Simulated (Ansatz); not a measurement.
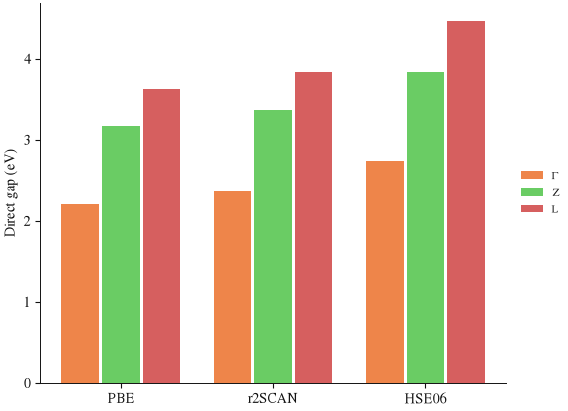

Direct gap at each named k point, by several methods on one cell of PtSe2, space group R-3m, 3 atoms in the primitive cell, relaxed with r2SCAN+rVV10, then under +1.73 % biaxial xy strain; a = 3.755 Å, c = 17.282 Å (hexagonal axes). All runs are without spin-orbit coupling and carry no moments. Points keep the names that they have in the unstrained cell. The names follow the standardised cell of this lattice; in reduced coordinates of the cell that was run, Z is (0.5, 0.5, 0.5) and L is (0.5, 0, 0). The smallest gap is indirect or lies off these points.

Q: Does HSE06 open these direct gaps by one amount over PBE?

A: The shifts are +0.53 eV at Γ, +0.67 eV at Z and +0.84 eV at L, and at points that aren't plotted +0.85 eV (F): over the named points that both runs hold, a spread of 0.33 eV on a mean of 0.72 eV, so one shift doesn't describe them.

Q: How do the methods rank at Γ?

A: From low to high: PBE 2.21, r2SCAN 2.36, HSE06 2.74 eV.

| method | program | Γ (eV) | Z (eV) | L (eV) |
| --- | --- | --- | --- | --- |
| PBE | Ansatz | 2.21 | 3.17 | 3.62 |
| r2SCAN | Ansatz | 2.36 | 3.37 | 3.84 |
| HSE06 | Ansatz | 2.74 | 3.84 | 4.46 |

Settings. PBE: Ansatz PAW set, 8×8×8 k mesh, 420 eV cutoff, Fermi-Dirac smearing of 0.02 eV (Ansatz 0.2.0). r2SCAN: Ansatz PAW set, 8×8×8 k mesh, 500 eV cutoff, fixed occupations (Ansatz 0.2.0). HSE06: Ansatz PAW set, 6×6×6 k mesh, 420 eV cutoff, fixed occupations (Ansatz 0.2.0).

Spin-orbit coupling is left out, which matters for Pt and Se. The cell was built by a generator and needn't be a form met in nature. LDA, GGA and most meta-GGA functionals understate gaps. r2SCAN and HSE06: the PAW data sets were made with another functional. HSE06: the k mesh is thin for exact exchange. Over all k points computed the smallest gap is 0.35 eV in PBE, 0.52 eV in r2SCAN and 0.78 eV in HSE06. The names follow the standardised cell of this lattice; in reduced coordinates of the cell that was run, F is (0.5, 0, 0.5).
